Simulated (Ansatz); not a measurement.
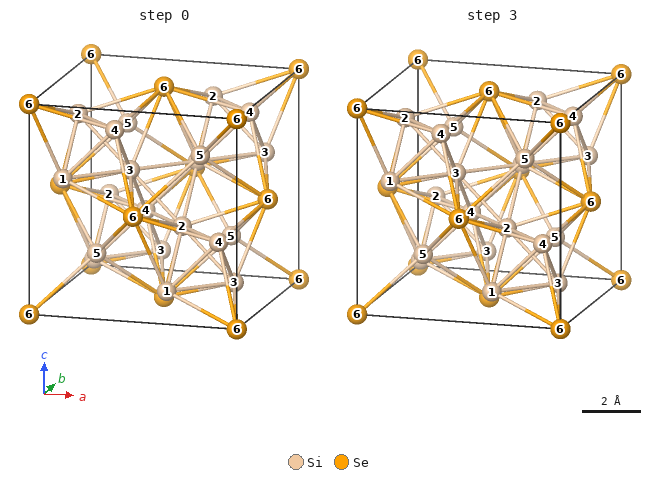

The structure of solid Si5Se (a generated structure, set up in F-43m) before (left) and after (right) a relaxation, at one scale.

The picture is a ball-and-stick view of the conventional cell (4 times the calculation's cell), seen slightly off an axis. Lengths and directions refer to the drawn axes.

Theory: DFT PBE, scalar-relativistic, plane waves, PAW (Ansatz).

The input:
```yaml
crystal:
  lattice:
    - [0.0, 3.74196642, 3.74196642]
    - [3.74196642, 0.0, 3.74196642]
    - [3.74196642, 3.74196642, 0.0]
  atoms:
    - { symbol: Si, position: [0.375, 0.375, 0.875] }
    - { symbol: Si, position: [0.375, 0.875, 0.375] }
    - { symbol: Si, position: [0.875, 0.375, 0.375] }
    - { symbol: Si, position: [0.375, 0.375, 0.375] }
    - { symbol: Si, position: [0.75, 0.75, 0.75] }
    - { symbol: Se, position: [0.0, 0.0, 0.0] }
basis:
  ecutwfc: 420
kpoints:
  mp_grid: { grid: [10, 10, 10] }
hamiltonian:
  xc: pbe
scf:
  occupations: { method: gaussian, width: 0.1 }
output:
  forces: true
  stress: true
  eigenvalues: true
relax:
  adjacent_minimum: "off"
  f_tol: 0.01
  max_steps: 80
  cell: { stress_tol: 0.05 }
```

Launched with:
```bash
ansatz run input.yaml --threads 1 --pin off --max-ram 2560MiB --backend cpu --events-out ev --progress --plain --runs-dir out
```

> Describe what moved and what it gained.

Over 2 accepted moves (3 points after the start) the energy falls by 88.0 meV per cell of the calculation. Largest force component: 0.0067 eV/Å at the start, 0.00048 eV/Å at the end. Pressure: −4.24 GPa at the start and 0.03 GPa at the end. The SCF was repeated once at an unchanged geometry on a basis and grid sized afresh for the cell, which shifted the energy by 0.6 meV per cell of the calculation at most. No atom moves by more than 0.005 Å relative to the cell. Cell: a = b = c 7.484 → 7.330 Å (−2.1 %). Volume −6.1 %. Near-neighbour distances that change, for instance: Si5–Se6 3.241 → 3.174 Å, Si1–Se6 3.103 → 3.039 Å, Si1–Si2 2.646 → 2.590 Å. The space group stays F-43m (No. 216).
